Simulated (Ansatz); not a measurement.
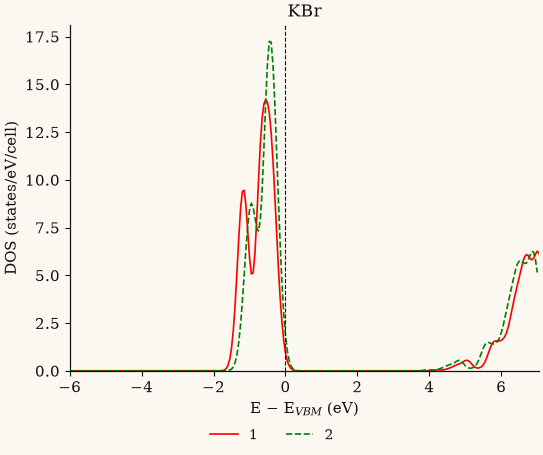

Total densities of states of KBr, space group P6_3/mmc, 4 atoms in the cell, NiAs type, by two methods on the same cell. The curves are built from the levels of the k mesh with Gaussians 0.3 eV wide, which also blur the band edges. Each is counted from its own valence-band top.

**Which curve is which? The methods: LDA, PBE+SOC.**

1 is PBE+SOC; 2 is LDA. PBE+SOC gives a gap of 4.19 eV and LDA gives a gap of 3.95 eV.

Settings. PBE+SOC: DFT, PBE with spin-orbit coupling, plane waves, PAW, 6×6×4 k mesh, 420 eV cutoff (Ansatz 0.2.0). LDA: DFT, LDA, plane waves, PAW, no spin polarisation, 6×6×4 k mesh, 420 eV cutoff (Ansatz 0.2.0).
